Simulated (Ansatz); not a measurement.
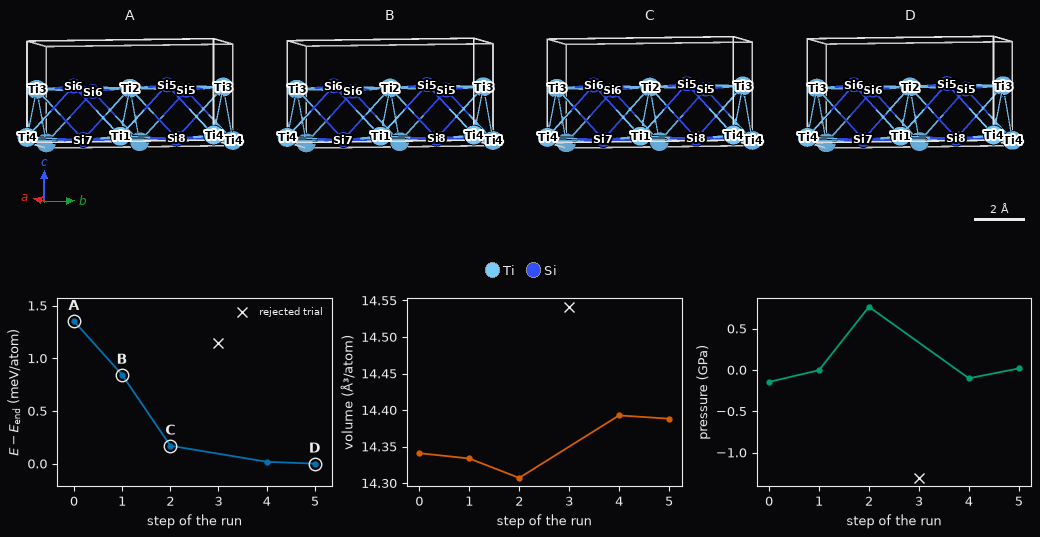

Frames of a relaxation of solid TiSi (set up in Cmmm), marked on the history of the run. The picture is a ball-and-stick view of the cell of the calculation, seen from a free direction.

Method: Ansatz, DFT r2SCAN, scalar-relativistic, plane waves, PAW.

Input file:
```yaml
crystal:
  lattice:
    - [3.69395561, 0.0, 0.0]
    - [0.0, 7.6332230968, 0.0]
    - [0.0, 0.0, 4.0688425644]
  atoms:
    - { symbol: Ti, position: [0.0, 0.5, 0.0506401621] }
    - { symbol: Ti, position: [0.5, 0.5, 0.5506612325] }
    - { symbol: Ti, position: [0.5, 0.0, 0.5506942349] }
    - { symbol: Ti, position: [0.0, 0.0, 0.0507943941] }
    - { symbol: Si, position: [0.0, 0.7499987723, 0.550774665] }
    - { symbol: Si, position: [0.0, 0.2500012277, 0.550774665] }
    - { symbol: Si, position: [0.5, 0.2499885363, 0.0508303232] }
    - { symbol: Si, position: [0.5, 0.7500114637, 0.0508303232] }
basis:
  ecutwfc: 500
kpoints:
  mp_grid: { grid: [10, 6, 10] }
hamiltonian:
  xc: r2scan
scf:
  occupations: { method: gaussian, width: 0.1 }
output:
  forces: true
  stress: true
  eigenvalues: true
relax:
  adjacent_minimum: "off"
  f_tol: 0.005
  max_steps: 80
  cell: { stress_tol: 0.05 }
```

Launched with:
```bash
ansatz run input.yaml --threads 2 --pin off --max-ram 5120MiB --backend cpu --events-out ev --progress --plain --runs-dir out
```

What happens along the run?

The run was cut off at its time limit before the program reported convergence, but its last step already meets the force threshold: the largest component is 0.00039 eV/Å against 0.005 eV/Å. The pressure is within 0.02 GPa of its target. The atoms keep their places relative to the cell (all moves are under 0.005 Å). Cell: a 3.694 → 3.626 Å (−1.8 %), b 7.633 → 7.615 Å (−0.2 %), c 4.069 → 4.168 Å (+2.4 %). Volume +0.3 %. Among the contacts that change: Ti1–Si5 2.790 → 2.823 Å, Ti1–Si7 2.656 → 2.629 Å, Ti1–Ti2 2.748 → 2.762 Å. The space group stays Cmmm (No. 65). After 4 accepted moves (5 points after the start) the energy has fallen by 1.4 meV per atom. The largest force component goes from 0.0044 to 0.00039 eV/Å. Pressure: −0.14 GPa at the start and 0.02 GPa at the end. The line search rejected the trial step at point 3 of the run. The run took 12 min on 2 threads of Intel(R) Xeon(R) Processor @ 2.50GHz (Skylake/Cascade Lake), on a shared host, peak memory 1 GiB. From step 0 to 1: energy −0.5 meV per atom. From step 1 to 2: volume −0.2 %, energy −0.7 meV per atom. From step 2 to 5: volume +0.6 %, energy −0.2 meV per atom.
